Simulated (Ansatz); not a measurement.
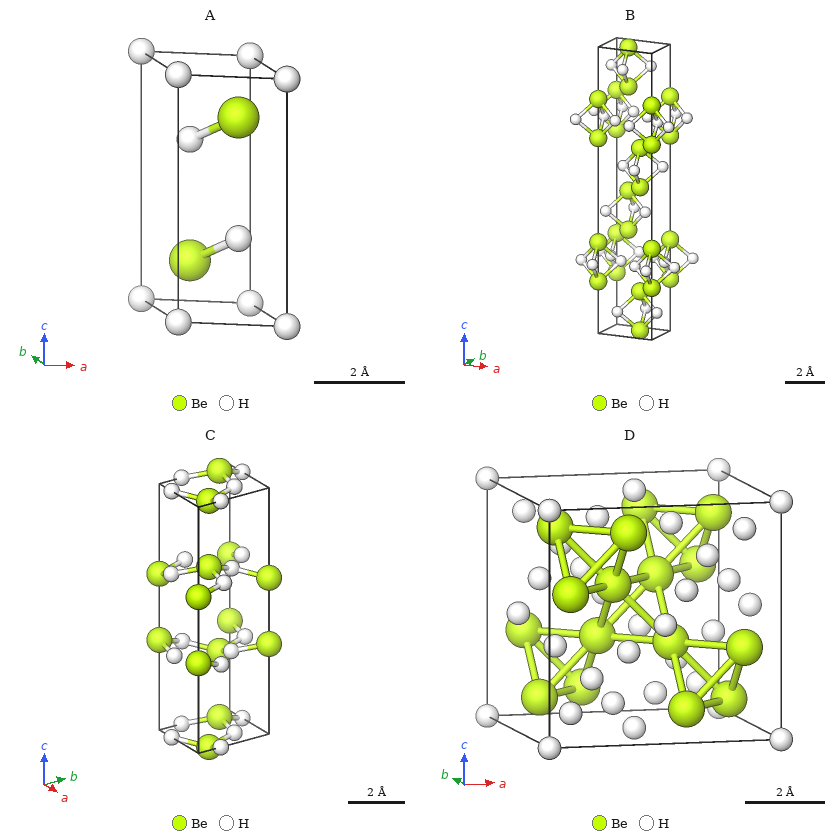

Four structures of Be₂H₃, each relaxed to rest (conventional cells in solid outline, small ones repeated, each panel with its own scale). Method: Ansatz, DFT PBE, scalar-relativistic, plane waves, PAW, without spin polarisation.

What are the structures shown?

Answer. A: 5 atoms a cell on a primitive hexagonal lattice, P-3m1; B: 30 atoms a cell on a rhombohedral (trigonal R) lattice, R-3c; C: 15 atoms a cell on a rhombohedral (trigonal R) lattice, R32; D: 40 atoms a cell on a face-centred cubic lattice, Fd-3m.

Which of these is lowest in energy, and how far above it do the others lie?

Answer. C, then B (+129 meV/atom), A (+165 meV/atom) and D (+599 meV/atom), energies at zero smearing.

Collect the results in a table.

Answer.
| panel | structure | E − E(lowest) (meV/atom) | volume (Å³/atom) | gap (eV) |
| --- | --- | --- | --- | --- |
| C | R32 | 0 | 8.5 | metal |
| B | R-3c | 129 | 6.4 | metal |
| A | P-3m1 | 165 | 6.0 | metal |
| D | Fd-3m | 599 | 5.6 | metal |

Some of these may be structure types tried for this composition rather than known phases, and the most stable form need not be among them. Gaps are taken on the k-mesh or band path of each run.
